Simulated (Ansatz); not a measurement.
Run report: Cu, geometry relaxation (part 3 of 3)

Cu (slab, 26 atoms in the cell); DFT PBEsol, scalar-relativistic, plane waves, PAW, no spin polarisation (Ansatz 0.2.0); cutoff 420 eV, 3×15×1 k-mesh, Gaussian smearing of 0.1 eV. The structure derives from an entry of the Crystallography Open Database. The input holds or restrains some coordinates. It belongs to a series of runs on one base structure; here: stripe of 2 of 6 rows, two steps.

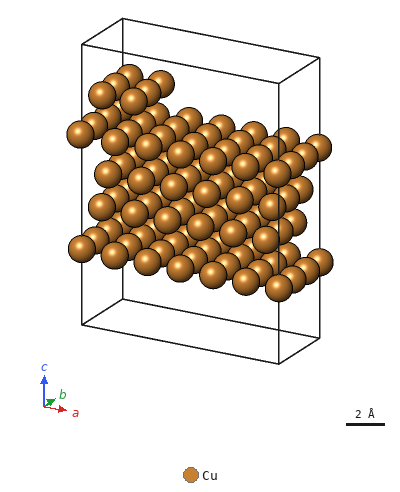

The geometry at step 3 of the log (spheres-only view of the 1 × 3 repeat of the cell, with the vacuum cut short, seen slightly off an axis).

## Output, continued
```
  k-point 2: bands = ["-107.2790", "-107.2630", "-107.2589", "-107.2549", "-107.2479", "-107.2414", "-107.2379", "-107.2369", "-107.2334", "-107.2320", ... 87 levels left out ..., "-64.3882", "-64.3348", "-64.3229", "-64.2968", "-64.2906", "-64.2766", "-64.2419", "-3.6940", "-3.5059", "-2.5957", "-2.2498", "-2.1615", "-1.7224", "-1.3309", "-0.9908", "-0.7205", "-0.5893", "-0.1331", "-0.0832", "0.0800", "0.1236", "0.1653", "0.2413", "0.2862", "0.3140", "0.4853", "0.5856", "0.6667", "0.7262",
      "0.7650", "0.7870", "0.8870", "0.9569", "0.9910", "1.0755", "1.1637", "1.2318", "1.2543", "1.2955", "1.3632", "1.4134", "1.4518", "1.4720", "1.5102", "1.5552", "1.5612", "1.6057", "1.6259", "1.6637", "1.6949", "1.7181", "1.7361", "1.7617", "1.7814", "1.8220", "1.8532", "1.8631", "1.9135", "1.9446", "1.9535", "1.9722", "1.9954", "2.0208", "2.0401", "2.0480", "2.0732", "2.0991", "2.1153", "2.1195",
      "2.1371", "2.1426", "2.1811", "2.1959", "2.2057", "2.2153", "2.2331", "2.2629", "2.2718", "2.2778", "2.3056", "2.3224", "2.3394", "2.3577", "2.3909", "2.4202", "2.4306", "2.4626", "2.4778", "2.4953", "2.5064", "2.5421", "2.5697", "2.5848", "2.6240", "2.6459", "2.6709", "2.6793", "2.6969", "2.7268", "2.7307", "2.7645", "2.7776", "2.7947", "2.8128", "2.8234", "2.8413", "2.8530", "2.8916", "2.9239",
      "2.9379", "2.9505", "2.9807", "2.9932", "3.0164", "3.0651", "3.0888", "3.0939", "3.1169", "3.1295", "3.1486", "3.1669", "3.2134", "3.2255", "3.2434", "3.2544", "3.2630", "3.2957", "3.3054", "3.3093", "3.3280", "3.3571", "3.3657", "3.3961", "3.4073", "3.4281", "3.4488", "3.4675", "3.4804", "3.4910", "3.5111", "3.5213", "3.5219", "3.5415", "3.5591", "3.5899", "3.6244", "3.6716", "3.8459", "4.0742",
      "4.3802", "4.4746", "4.6948", "4.9198", "4.9523", "5.1848", "5.4359", "5.6283", "5.9940", "6.2657", "6.3489", "6.4127", "6.8154", "7.3203", "7.8981", "8.3751", "8.4059", "8.9102", "9.4539", "9.9520", "10.0572", "10.2124", "10.2720", "10.5132", "10.7044", "11.0154", "11.1471", "11.3709", "11.5021", "11.5870", "11.6874", "11.7941", "11.9678", "12.0468", "12.4991", "12.6415", "12.8576", "13.0941", "13.3089", "13.3290",
      "13.7019", "13.7697", "14.1376", "14.2768", "14.3642", "14.4826", "14.6845", "14.7794", "15.2694", "15.4538", "15.5187"]
  k-point 22: bands = ["-107.2798", "-107.2637", "-107.2598", "-107.2556", "-107.2487", "-107.2420", "-107.2388", "-107.2376", "-107.2343", "-107.2325", ... 87 levels left out ..., "-64.3887", "-64.3271", "-64.3229", "-64.2916", "-64.2884", "-64.2783", "-64.2414", "-4.1423", "-3.4898", "-3.0632", "-2.9112", "-2.3030", "-1.8878", "-1.4481", "-1.3350", "-0.7973", "-0.7617", "-0.4975", "-0.4320", "-0.2260", "-0.1155", "0.0094", "0.0459", "0.1534", "0.2273", "0.3535", "0.4308", "0.4753", "0.5640",
      "0.6157", "0.6941", "0.7511", "0.8040", "0.8606", "0.9878", "1.0642", "1.1046", "1.2364", "1.3312", "1.4113", "1.4569", "1.5573", "1.5757", "1.5836", "1.6115", "1.6427", "1.6572", "1.7337", "1.7551", "1.7827", "1.8022", "1.8487", "1.8574", "1.8723", "1.9086", "1.9392", "1.9597", "1.9791", "2.0312", "2.0447", "2.0598", "2.0648", "2.0768", "2.0865", "2.0944", "2.1099", "2.1213", "2.1258", "2.1601",
      "2.1740", "2.1832", "2.1954", "2.2163", "2.2324", "2.2498", "2.2611", "2.2841", "2.2992", "2.3122", "2.3363", "2.3500", "2.3587", "2.3785", "2.4077", "2.4135", "2.4349", "2.4496", "2.4717", "2.4949", "2.5033", "2.5307", "2.5656", "2.5905", "2.6115", "2.6361", "2.6607", "2.6997", "2.7116", "2.7229", "2.7603", "2.7818", "2.8087", "2.8427", "2.8608", "2.8774", "2.8821", "2.8896", "2.9186", "2.9533",
      "2.9755", "3.0107", "3.0372", "3.0534", "3.0741", "3.0882", "3.1046", "3.1179", "3.1396", "3.1460", "3.1731", "3.1916", "3.2135", "3.2372", "3.2524", "3.2697", "3.2975", "3.3108", "3.3255", "3.3461", "3.3750", "3.3906", "3.4030", "3.4072", "3.4197", "3.4347", "3.4672", "3.4852", "3.5006", "3.5097", "3.5165", "3.5266", "3.5382", "3.5576", "3.5739", "3.5887", "3.6279", "3.6599", "3.6936", "3.7215",
      "3.8070", "3.8647", "4.2279", "4.4704", "4.6995", "4.9685", "5.0395", "5.2472", "5.3769", "5.8091", "5.9823", "6.4551", "6.6365", "6.7001", "7.0796", "7.2838", "7.8124", "8.4647", "9.3895", "9.5778", "9.6479", "9.9206", "10.1957", "10.2346", "10.5196", "10.6871", "10.7827", "11.0241", "11.1159", "11.4961", "11.6450", "11.7636", "11.8065", "12.0697", "12.1946", "12.3909", "12.5995", "12.9335", "13.2094", "13.3391",
      "13.4813", "13.6020", "13.7580", "13.8749", "13.9743", "14.2461", "14.3685", "14.4955", "14.6319", "14.7295", "14.9129"]
--- Relaxed structure (4 steps of the walk, 4 accepted, 0 SCFs on fresh bases) ---
  F+E_penalty+E_count = -171300.66819522 eV   max|allowed force component| = 6.525e-3 eV/Å
  atoms:
    - { symbol: Cu, position: [0.0, 0.0, 0.07415003549999999] }
    - { symbol: Cu, position: [0.055555555599999994, 0.6666666667999999, 0.1758499645] }
    - { symbol: Cu, position: [0.11024050036551108, 0.33041026876564533, 0.276394717484796] }
    - { symbol: Cu, position: [0.16666666669999997, 9.99999975988157e-11, 0.07415003549999999] }
    - { symbol: Cu, position: [0.22222222219999999, 0.6666666665999998, 0.1758499645] }
    - { symbol: Cu, position: [0.2779805226502132, 0.33332101020549754, 0.27709678894460327] }
    - { symbol: Cu, position: [0.3333333333, -1.0000001894925849e-10, 0.07415003549999999] }
    - { symbol: Cu, position: [0.38888888889999995, 0.6666666667, 0.1758499645] }
    - { symbol: Cu, position: [0.44406131049729564, 0.3315205364406579, 0.2772614178987525] }
    - { symbol: Cu, position: [0.4999999999999999, 4.0389678347315804e-28, 0.07415003549999999] }
    - { symbol: Cu, position: [0.5555555555999999, 0.6666666668000001, 0.1758499645] }
    - { symbol: Cu, position: [0.6110636537933217, 0.3325566500333919, 0.2766191634529989] }
    - { symbol: Cu, position: [0.6666666667, 9.99999975988157e-11, 0.07415003549999999] }
    - { symbol: Cu, position: [0.7222222221999999, 0.6666666665999995, 0.1758499645] }
    - { symbol: Cu, position: [0.7779666007501801, 0.3331483181441011, 0.27728056517278055] }
    - { symbol: Cu, position: [0.8333333333, 0.9999999998999999, 0.07415003549999999] }
    - { symbol: Cu, position: [0.8888888888999998, 0.6666666666999996, 0.1758499645] }
    - { symbol: Cu, position: [0.9438264139281665, 0.3308880505521549, 0.2766553551077787] }
    - { symbol: Cu, position: [-0.005600500668031999, 0.983157078737425, 0.37789086452935483] }
    - { symbol: Cu, position: [0.1672220153241844, 1.0017359800267525, 0.3755619400334438] }
    - { symbol: Cu, position: [0.3365625782399827, 1.0095136729151581, 0.3800718193065933] }
    - { symbol: Cu, position: [0.5011308260420131, 1.0031767767862991, 0.37744651770027005] }
    - { symbol: Cu, position: [0.6659463977917425, 0.9976798816033143, 0.37710508292157285] }
    - { symbol: Cu, position: [0.8308652717733612, 0.9924389486778653, 0.378858607595668] }
    - { symbol: Cu, position: [0.05622365038329151, 0.6689861701220242, 0.47323780076356275] }
    - { symbol: Cu, position: [0.21700015885621082, 0.6514882753636845, 0.4736462353477819] }
--- Löwdin populations: 26 sites ---
  site symbol       q [e]
     0     Cu     18.8619
     1     Cu     18.8276
     2     Cu     18.8278
     3     Cu     18.8622
     4     Cu     18.8266
     5     Cu     18.8303
     6     Cu     18.8606
     7     Cu     18.8311
     8     Cu     18.8279
     9     Cu     18.8651
    10     Cu     18.8285
    11     Cu     18.8275
    12     Cu     18.8598
    13     Cu     18.8237
    14     Cu     18.8236
    15     Cu     18.8654
    16     Cu     18.8324
    17     Cu     18.8385
    18     Cu     18.8597
    19     Cu     18.8379
    20     Cu     18.8585
    21     Cu     18.8623
    22     Cu     18.8608
    23     Cu     18.8583
    24     Cu     18.8640
    25     Cu     18.8766
  spilling = 0.008100 (of n_electrons = 494.000000)
```

## File populations.tsv
```
# site	symbol	l	j	q
# orbitals = lowdin
# n_electrons = 494.000000
# spilling = 0.008100
0	Cu	0_3S	-	1.996921
0	Cu	0_4S	-	1.061801
0	Cu	1_3P	-	5.999074
0	Cu	2_3D	-	9.804117
1	Cu	0_3S	-	1.995853
1	Cu	0_4S	-	1.036475
1	Cu	1_3P	-	5.999128
1	Cu	2_3D	-	9.796180
2	Cu	0_3S	-	1.995830
2	Cu	0_4S	-	1.044016
2	Cu	1_3P	-	5.999147
2	Cu	2_3D	-	9.788762
3	Cu	0_3S	-	1.996923
3	Cu	0_4S	-	1.060505
3	Cu	1_3P	-	5.999070
3	Cu	2_3D	-	9.805657
4	Cu	0_3S	-	1.995881
4	Cu	0_4S	-	1.035507
4	Cu	1_3P	-	5.999131
4	Cu	2_3D	-	9.796124
5	Cu	0_3S	-	1.995904
5	Cu	0_4S	-	1.041197
5	Cu	1_3P	-	5.999137
5	Cu	2_3D	-	9.794023
6	Cu	0_3S	-	1.996920
6	Cu	0_4S	-	1.059933
6	Cu	1_3P	-	5.999073
6	Cu	2_3D	-	9.804658
7	Cu	0_3S	-	1.995896
7	Cu	0_4S	-	1.039738
7	Cu	1_3P	-	5.999135
7	Cu	2_3D	-	9.796315
8	Cu	0_3S	-	1.995856
8	Cu	0_4S	-	1.039818
8	Cu	1_3P	-	5.999130
8	Cu	2_3D	-	9.793099
9	Cu	0_3S	-	1.996926
9	Cu	0_4S	-	1.064649
9	Cu	1_3P	-	5.999075
9	Cu	2_3D	-	9.804401
10	Cu	0_3S	-	1.995880
10	Cu	0_4S	-	1.038027
10	Cu	1_3P	-	5.999131
10	Cu	2_3D	-	9.795482
11	Cu	0_3S	-	1.995812
11	Cu	0_4S	-	1.036325
11	Cu	1_3P	-	5.999121
11	Cu	2_3D	-	9.796204
12	Cu	0_3S	-	1.996923
12	Cu	0_4S	-	1.058849
12	Cu	1_3P	-	5.999069
12	Cu	2_3D	-	9.804916
13	Cu	0_3S	-	1.995879
13	Cu	0_4S	-	1.032633
13	Cu	1_3P	-	5.999133
13	Cu	2_3D	-	9.796088
14	Cu	0_3S	-	1.995837
14	Cu	0_4S	-	1.033464
14	Cu	1_3P	-	5.999129
14	Cu	2_3D	-	9.795125
15	Cu	0_3S	-	1.996925
15	Cu	0_4S	-	1.064839
15	Cu	1_3P	-	5.999076
15	Cu	2_3D	-	9.804520
16	Cu	0_3S	-	1.995884
16	Cu	0_4S	-	1.040896
16	Cu	1_3P	-	5.999129
16	Cu	2_3D	-	9.796532
17	Cu	0_3S	-	1.995849
17	Cu	0_4S	-	1.051778
17	Cu	1_3P	-	5.999122
17	Cu	2_3D	-	9.791745
18	Cu	0_3S	-	1.995986
18	Cu	0_4S	-	1.068403
18	Cu	1_3P	-	5.999088
18	Cu	2_3D	-	9.796268
19	Cu	0_3S	-	1.995786
19	Cu	0_4S	-	1.045941
19	Cu	1_3P	-	5.999130
19	Cu	2_3D	-	9.797088
20	Cu	0_3S	-	1.996459
20	Cu	0_4S	-	1.060332
20	Cu	1_3P	-	5.999089
20	Cu	2_3D	-	9.802654
21	Cu	0_3S	-	1.996787
21	Cu	0_4S	-	1.063293
21	Cu	1_3P	-	5.999035
21	Cu	2_3D	-	9.803167
22	Cu	0_3S	-	1.996769
22	Cu	0_4S	-	1.060993
22	Cu	1_3P	-	5.999028
22	Cu	2_3D	-	9.804047
23	Cu	0_3S	-	1.996844
23	Cu	0_4S	-	1.057911
23	Cu	1_3P	-	5.999069
23	Cu	2_3D	-	9.804519
24	Cu	0_3S	-	1.997320
24	Cu	0_4S	-	1.039518
24	Cu	1_3P	-	5.998888
24	Cu	2_3D	-	9.828310
25	Cu	0_3S	-	1.997342
25	Cu	0_4S	-	1.048244
25	Cu	1_3P	-	5.998866
25	Cu	2_3D	-	9.832108
```

## Trajectory as extended XYZ (Å, eV, eV/Å), 4 frames, from step=1 to step=4
```
26
Lattice="15.1181 0.0000 0.0000 -1.2598 2.1821 0.0000 0.0000 0.0000 20.2293" Properties=species:S:1:pos:R:3:forces:R:3 step=1 energy=-171300.57500
Cu    0.0000    0.0000    1.5000   -0.0008  -0.0005   0.1158
Cu    0.0000    1.4547    3.5573    0.0029   0.0045  -0.0551
Cu    1.2598    0.7274    5.6146    0.0142   0.0073   0.0080
Cu    2.5197    0.0000    1.5000   -0.0013  -0.0011   0.1165
Cu    2.5197    1.4547    3.5573    0.0008   0.0026  -0.0639
Cu    3.7795    0.7274    5.6146   -0.0269  -0.0188  -0.0277
Cu    5.0394    0.0000    1.5000    0.0078   0.0033   0.1243
Cu    5.0394    1.4547    3.5573    0.0000   0.0025  -0.0462
Cu    6.2992    0.7274    5.6146   -0.0238  -0.0164   0.0601
Cu    7.5591    0.0000    1.5000   -0.0044  -0.0033   0.1088
Cu    7.5591    1.4547    3.5573   -0.0002   0.0025  -0.0395
Cu    8.8189    0.7274    5.6146    0.0009  -0.0021   0.0420
Cu   10.0787    0.0000    1.5000    0.0039   0.0018   0.1203
Cu   10.0787    1.4547    3.5573    0.0018   0.0040  -0.0340
Cu   11.3386    0.7274    5.6146    0.0231   0.0095   0.0557
Cu   11.3386    2.1821    1.5000    0.0080   0.0042   0.0983
Cu   12.5984    1.4547    3.5573   -0.0068  -0.0012  -0.0417
Cu   13.8583    0.7274    5.6146    0.0175   0.0063  -0.0018
Cu   -1.2598    2.1821    7.6719   -0.2157  -0.1249   0.2457
Cu    1.2598    2.1821    7.6719    0.1057   0.0611   0.2108
Cu    3.7795    2.1821    7.6719    0.1095   0.0642   0.2086
Cu    6.2992    2.1821    7.6719    0.0117   0.0071  -0.1219
Cu    8.8189    2.1821    7.6719   -0.0062  -0.0028  -0.1395
Cu   11.3386    2.1821    7.6719    0.0109   0.0071  -0.0185
Cu    0.0000    1.4547    9.7293    0.2597   0.1506  -0.4639
Cu    2.5197    1.4547    9.7293   -0.2923  -0.1674  -0.4601
26
Lattice="15.1181 0.0000 0.0000 -1.2598 2.1821 0.0000 0.0000 0.0000 20.2293" Properties=species:S:1:pos:R:3:forces:R:3 step=2 energy=-171300.63034
Cu    0.0000    0.0000    1.5000   -0.0013  -0.0009   0.1123
Cu    0.0000    1.4547    3.5573   -0.0012   0.0018  -0.0914
Cu    1.2578    0.7258    5.6061    0.0064   0.0032  -0.0056
Cu    2.5197    0.0000    1.5000   -0.0017  -0.0013   0.1141
Cu    2.5197    1.4547    3.5573    0.0034   0.0035  -0.0887
Cu    3.7805    0.7275    5.6093   -0.0191  -0.0135  -0.0209
Cu    5.0394    0.0000    1.5000    0.0084   0.0032   0.1215
Cu    5.0394    1.4547    3.5573    0.0016   0.0027  -0.0624
Cu    6.2989    0.7267    5.6114   -0.0190  -0.0132   0.0390
Cu    7.5591    0.0000    1.5000   -0.0045  -0.0036   0.1092
Cu    7.5591    1.4547    3.5573   -0.0020   0.0011  -0.0651
Cu    8.8191    0.7270    5.6083    0.0007  -0.0016   0.0238
Cu   10.0787    0.0000    1.5000    0.0035   0.0012   0.1193
Cu   10.0787    1.4547    3.5573    0.0047   0.0051  -0.0547
Cu   11.3392    0.7271    5.6112    0.0193   0.0081   0.0386
Cu   11.3386    2.1821    1.5000    0.0093   0.0047   0.0978
Cu   12.5984    1.4547    3.5573   -0.0094  -0.0031  -0.0699
Cu   13.8564    0.7257    5.6079    0.0155   0.0061  -0.0089
Cu   -1.2748    2.1731    7.6586   -0.1716  -0.0989   0.1646
Cu    1.2612    2.1827    7.6453    0.0844   0.0490   0.1101
Cu    3.7894    2.1876    7.6702    0.0905   0.0529   0.1518
Cu    6.3036    2.1843    7.6578    0.0063   0.0042  -0.0778
Cu    8.8179    2.1812    7.6554   -0.0041  -0.0014  -0.0878
Cu   11.3329    2.1785    7.6650    0.0077   0.0053  -0.0019
Cu    0.0070    1.4587    9.6672    0.1526   0.0887  -0.2834
Cu    2.4988    1.4427    9.6686   -0.1800  -0.1027  -0.2811
26
Lattice="15.1181 0.0000 0.0000 -1.2598 2.1821 0.0000 0.0000 0.0000 20.2293" Properties=species:S:1:pos:R:3:forces:R:3 step=3 energy=-171300.66736
Cu    0.0000    0.0000    1.5000   -0.0014  -0.0012   0.1066
Cu    0.0000    1.4547    3.5573   -0.0048  -0.0011  -0.1347
Cu    1.2529    0.7223    5.5974   -0.0141  -0.0080  -0.0031
Cu    2.5197    0.0000    1.5000   -0.0025  -0.0016   0.1122
Cu    2.5197    1.4547    3.5573    0.0052   0.0030  -0.1082
Cu    3.7837    0.7279    5.6037    0.0002   0.0002   0.0151
Cu    5.0394    0.0000    1.5000    0.0083   0.0027   0.1170
Cu    5.0394    1.4547    3.5573    0.0046   0.0029  -0.0748
Cu    6.2953    0.7232    5.6109    0.0068   0.0037  -0.0062
Cu    7.5591    0.0000    1.5000   -0.0044  -0.0038   0.1099
Cu    7.5591    1.4547    3.5573   -0.0114  -0.0055  -0.1012
Cu    8.8186    0.7253    5.5971    0.0023   0.0013  -0.0067
Cu   10.0787    0.0000    1.5000    0.0019   0.0001   0.1177
Cu   10.0787    1.4547    3.5573    0.0149   0.0095  -0.0747
Cu   11.3417    0.7270    5.6098    0.0061   0.0032  -0.0032
Cu   11.3386    2.1821    1.5000    0.0121   0.0062   0.0973
Cu   12.5984    1.4547    3.5573   -0.0144  -0.0072  -0.1057
Cu   13.8542    0.7232    5.5989   -0.0033  -0.0019   0.0019
Cu   -1.3287    2.1418    7.6520    0.0451   0.0264  -0.0119
Cu    1.2770    2.1919    7.6032   -0.0461  -0.0266  -0.0047
Cu    3.8203    2.2052    7.6920    0.0031   0.0014  -0.0064
Cu    6.3141    2.1900    7.6388   -0.0008  -0.0004  -0.0051
Cu    8.8106    2.1767    7.6302   -0.0015  -0.0007  -0.0015
Cu   11.3077    2.1636    7.6660    0.0058   0.0034  -0.0059
Cu    0.0176    1.4651    9.5748   -0.0039  -0.0021  -0.0091
Cu    2.4699    1.4266    9.5907   -0.0077  -0.0038  -0.0140
26
Lattice="15.1181 0.0000 0.0000 -1.2598 2.1821 0.0000 0.0000 0.0000 20.2293" Properties=species:S:1:pos:R:3:forces:R:3 step=4 energy=-171300.66820
Cu    0.0000    0.0000    1.5000   -0.0015  -0.0013   0.1057
Cu    0.0000    1.4547    3.5573   -0.0101  -0.0040  -0.1593
Cu    1.2504    0.7210    5.5913   -0.0022  -0.0013   0.0027
Cu    2.5197    0.0000    1.5000   -0.0025  -0.0016   0.1112
Cu    2.5197    1.4547    3.5573    0.0105   0.0061  -0.1104
Cu    3.7826    0.7273    5.6055    0.0002   0.0001  -0.0037
Cu    5.0394    0.0000    1.5000    0.0085   0.0027   0.1171
Cu    5.0394    1.4547    3.5573    0.0008   0.0006  -0.0771
Cu    6.2957    0.7234    5.6088   -0.0019  -0.0010  -0.0002
Cu    7.5591    0.0000    1.5000   -0.0046  -0.0040   0.1097
Cu    7.5591    1.4547    3.5573   -0.0109  -0.0052  -0.1079
Cu    8.8192    0.7257    5.5958   -0.0008  -0.0004  -0.0015
Cu   10.0787    0.0000    1.5000    0.0022   0.0002   0.1174
Cu   10.0787    1.4547    3.5573    0.0155   0.0098  -0.0795
Cu   11.3417    0.7270    5.6092    0.0014   0.0008  -0.0009
Cu   11.3386    2.1821    1.5000    0.0119   0.0060   0.0970
Cu   12.5984    1.4547    3.5573   -0.0168  -0.0084  -0.1170
Cu   13.8520    0.7220    5.5965    0.0028   0.0017   0.0006
Cu   -1.3233    2.1454    7.6445   -0.0002   0.0000  -0.0007
Cu    1.2661    2.1859    7.5973    0.0007   0.0006  -0.0009
Cu    3.8164    2.2029    7.6886   -0.0010  -0.0007   0.0023
Cu    6.3123    2.1890    7.6355    0.0005   0.0003   0.0010
Cu    8.8109    2.1770    7.6286   -0.0002  -0.0001   0.0009
Cu   11.3108    2.1656    7.6640    0.0021   0.0012   0.0013
Cu    0.0072    1.4598    9.5732    0.0005   0.0004  -0.0065
Cu    2.4599    1.4216    9.5815   -0.0047  -0.0027  -0.0009
```
